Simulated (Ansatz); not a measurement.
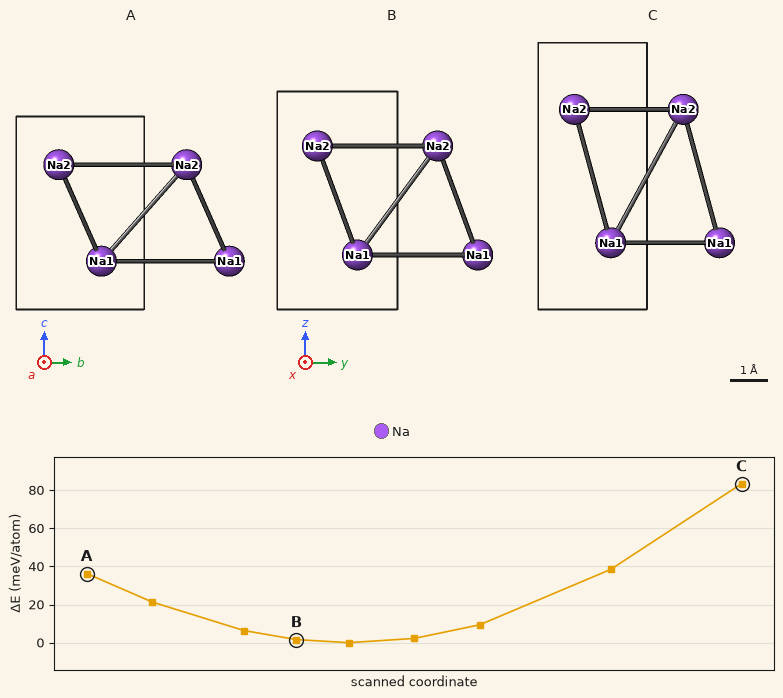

Frames of a one-coordinate scan of crystalline Na (P6_3/mmc). x, y and z are the Cartesian axes of the input. Style: ball-and-stick. Shown: the cell of the calculation, repeated 2 × 2 × 1 with one cell outlined, along the a axis.

Method: DFT r2SCAN, scalar-relativistic, plane waves, PAW (Ansatz). Set-up: plane-wave cutoff 500 eV; k-point mesh 18 × 18 × 10; occupations gaussian; smearing width 0.15 eV; no spin polarisation. Energies (free energies at the smearing named) are counted from the cell as listed in its source, which wasn't relaxed.

**Which coordinate changes from frame to frame?**

The ratio of the cell's length along z to its lengths across, counted as 1 for the reference, is changed at fixed volume (a c/a path), with the atoms kept at their fractional coordinates. In the frames the relative ratio is 0.80 (A), 0.96 (B), 1.30 (C). Of the computed points the lowest is at the relative ratio 1.00, 0.0 meV/atom. At the ends of the scan the energy is 36.3 meV/atom (0.80) and 83.3 meV/atom (1.30). The distortion keeps the space group P6_3/mmc. At the relative ratio 1.30 the cell of the drawing goes a 3.767 → 3.452 Å, b 3.767 → 3.452 Å, c 6.154 → 7.330 Å.
